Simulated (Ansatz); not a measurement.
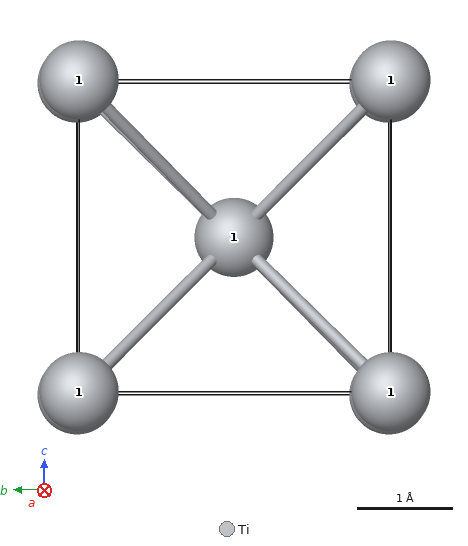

This is a symmetric starting cell of Ti. A ball-and-stick model of the conventional cell (2 times the calculation's cell), seen from a free direction. Lengths and directions refer to the drawn axes.

Computed with DFT PBEsol, scalar-relativistic, plane waves, PAW (Ansatz 0.2.0). (plane-wave cutoff 420 eV; k-point mesh 16 × 16 × 16; occupations gaussian; smearing width 0.1 eV; no spin polarisation)

Now this is done to it. The cell is strained by +2.1 % along [1 0 1], −1.2 % along [1 0 −1], −2.6 % along b (volume −1.8 %), the atoms keeping their fractional coordinates. No relaxation follows. The starting cell wasn't computed here and needn't be at equilibrium, so pressure and forces aren't due to the change alone.

The input:
```yaml
crystal:
  lattice:
    - [-1.6199952, 1.59874425, 1.62242388]
    - [1.67352462, -1.59631557, 1.67352462]
    - [1.62242388, 1.59874425, -1.6199952]
  atoms:
    - { symbol: Ti, position: [0.0, 0.0, 0.0] }
basis:
  ecutwfc: 420
kpoints:
  mp_grid: { grid: [16, 16, 16] }
hamiltonian:
  xc: pbesol
scf:
  occupations: { method: gaussian, width: 0.1 }
output:
  forces: true
  stress: true
  eigenvalues: true
```

Run as
```bash
ansatz run input.yaml --threads 1 --pin off --max-ram 1331MiB --backend cpu --events-out ev --progress --plain --runs-dir out
```

> Predict the response.

Among the bonded contacts that change: Ti–Ti 2.842 → 2.795 to 2.860 Å. The space group (tolerance 0.01 Å) goes from Im-3m (No. 229) to Fmmm (No. 69). The pressure is −5.1 GPa (not all of it need come from the change, since the unchanged cell can be under pressure at this level too). The principal stresses (compression positive) are −3.6 GPa along [1 0 −1], −5.6 GPa roughly along b, −6.1 GPa along [3 1 3]. All forces vanish by symmetry.

Drawn alike, the variant:

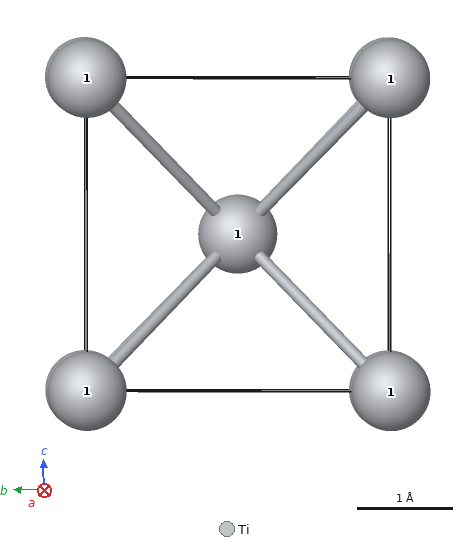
